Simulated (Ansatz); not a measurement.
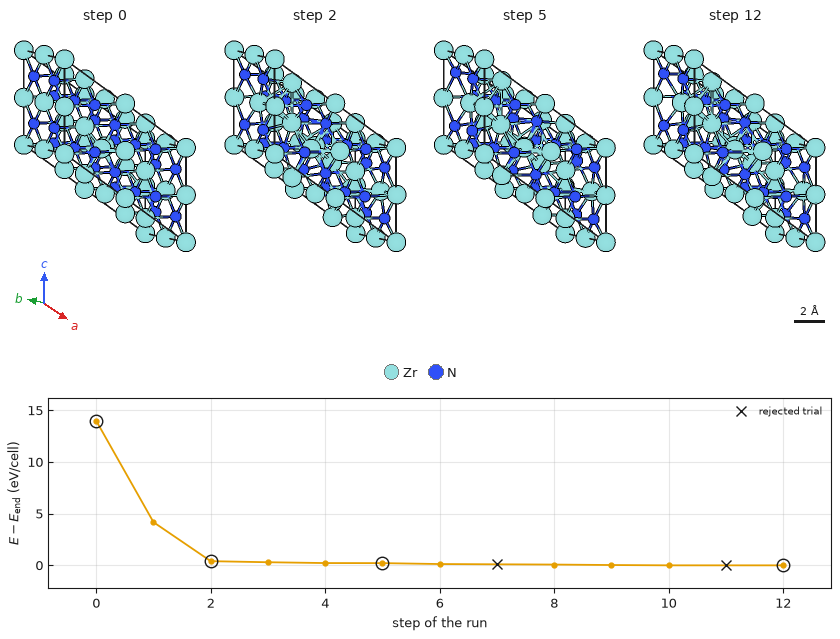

Frames of a relaxation of a defect cell of composition Zr9N8, marked on the history of the run. Style: ball-and-stick. Shown: the larger cell on standard axes (2 times the calculation's cell) (origin shifted), from a free direction.

Case: Zr interstitial, charge +0, atoms relaxed. The atoms of the start lie slightly off their symmetric places, so part of the fall in energy undoes that.

Computed with DFT PBE, scalar-relativistic, plane waves, PAW (Ansatz 0.2.0).

Input file:
```yaml
crystal:
  lattice:
    - [0.0, 4.5945978683, -4.5945978683]
    - [4.5945978683, 4.5945978683, 0.0]
    - [4.5945978683, 0.0, -4.5945978683]
  atoms:
    - { symbol: Zr, position: [0.25, 0.75, 0.25] }
    - { symbol: Zr, position: [0.25, 0.25, 0.25] }
    - { symbol: Zr, position: [0.75, 0.75, 0.25] }
    - { symbol: Zr, position: [0.75, 0.25, 0.25] }
    - { symbol: Zr, position: [0.25, 0.75, 0.75] }
    - { symbol: Zr, position: [0.25, 0.25, 0.75] }
    - { symbol: Zr, position: [0.75, 0.75, 0.75] }
    - { symbol: Zr, position: [0.75, 0.25, 0.75] }
    - { symbol: "N", position: [0.5, 0.5, 0.0] }
    - { symbol: "N", position: [0.5, 0.0, 0.0] }
    - { symbol: "N", position: [1.0, 0.5, 0.0] }
    - { symbol: "N", position: [1.0, 0.0, 0.0] }
    - { symbol: "N", position: [0.5, 0.5, 0.5] }
    - { symbol: "N", position: [0.5, 0.0, 0.5] }
    - { symbol: "N", position: [1.0, 0.5, 0.5] }
    - { symbol: "N", position: [1.0, 0.0, 0.5] }
    - { symbol: Zr, position: [0.8706362128, 0.3913068482, 0.8823413045] }
basis:
  ecutwfc: 420
  xc_grid: 2
kpoints:
  mp_grid: { grid: [4, 4, 4], shift: [0.0, 0.0, 0.0] }
hamiltonian:
  xc: pbe
scf:
  occupations: { method: gaussian, width: 0.1 }
output:
  forces: true
  stress: false
  eigenvalues: true
relax:
  adjacent_minimum: "off"
  f_tol: 0.02
  max_steps: 60
```

Command:
```bash
ansatz run input.yaml --threads 4 --pin off --max-ram 10240MiB --backend cpu --events-out ev --progress --plain --runs-dir out
```

**Describe the path.**

After 10 accepted moves (12 points after the start) the energy has fallen by 13.988 eV per cell of the calculation. Largest force component: 14 eV/Å at the start, 0.018 eV/Å at the end. The line search rejected the trial steps at points 7, 11 of the run. The largest move is that of Zr7, 0.58 Å along [1 −2 1]. By element the largest moves are Zr 0.58 Å, N 0.20 Å. The lattice vectors keep their values. Near-neighbour distances that change, for instance: Zr4–Zr7 3.249 → 3.987 Å, Zr4–Zr7 (another image) 3.249 → 2.532 Å, Zr7–N11 2.297 → 2.851 Å, Zr4–Zr17 1.954 → 2.414 Å. Bond angles that change, for instance: Zr4–N14–Zr7 90.0° → 70.5°, Zr6–N14–Zr7 90.0° → 70.5°, Zr2–N14–Zr7 180.0° → 161.1°. From step 0 to 2: Zr7 moves most (0.39 Å), energy −13.583 eV per cell of the calculation. From step 2 to 5: Zr17 moves most (0.20 Å), energy −0.189 eV per cell of the calculation. From step 5 to 12: Zr17 moves most (0.25 Å), energy −0.215 eV per cell of the calculation.

| step | E − E(0), meV/atom | largest force component, eV/Å | note |
| --- | --- | --- | --- |
| 0 | 0.00 | 14.1476 |  |
| 1 | -577.02 | 5.7090 |  |
| 2 | -799.02 | 0.4456 |  |
| 3 | -805.07 | 0.7479 |  |
| 4 | -809.76 | 1.1290 |  |
| 5 | -810.14 | 0.6891 |  |
| 6 | -815.33 | 0.5987 |  |
| 7 | -814.40 | 0.9241 | rejected |
| 8 | -818.33 | 0.3036 |  |
| 9 | -820.96 | 0.3640 |  |
| 10 | -822.72 | 0.0834 |  |
| 11 | -822.68 | 0.1749 | rejected |
| 12 | -822.81 | 0.0182 |  |

Limits of the set-up: the periodic images lie only 6.5 Å apart, so the values are limited by the cell's size.
